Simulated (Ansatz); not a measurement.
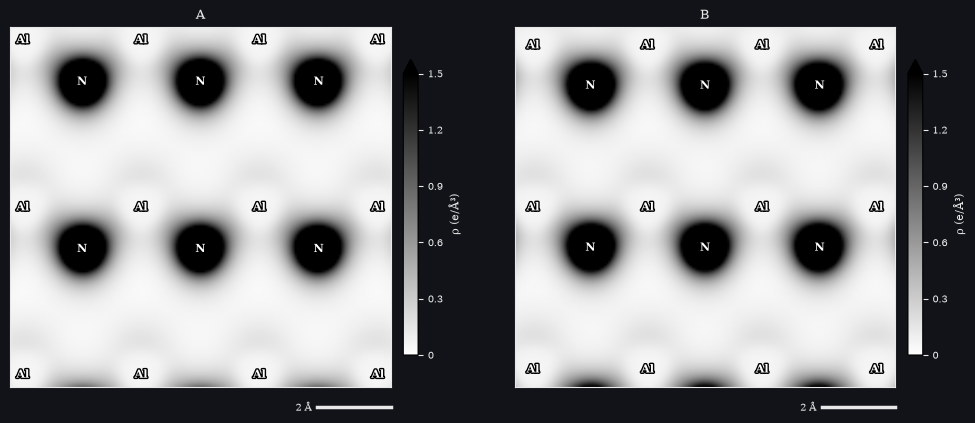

AlN. The valence pseudo-density of two cells that differ in size, on the (11̄0) plane of each (indices in the axes of the calculation cell), at one length scale and on one colour scale: A has 11.7 Å³ an atom and B 10.7.

These are results of DFT PBE, scalar-relativistic, plane waves, PAW in Ansatz 0.2.0, not measurements.

Core electrons are frozen (PAW), and the valence fields are smoothed inside the atomic spheres.

Q: What does the compression do to the bonding and the properties?

A: From the larger cell to the smaller, Al–N goes from 1.97 to 1.91 Å, and the density at its midpoint from 0.6 to 0.67 e/Å³; the pressure goes from −15 to 0.0 GPa; the Kohn–Sham gap goes from 3.2 eV to 3.3 eV.
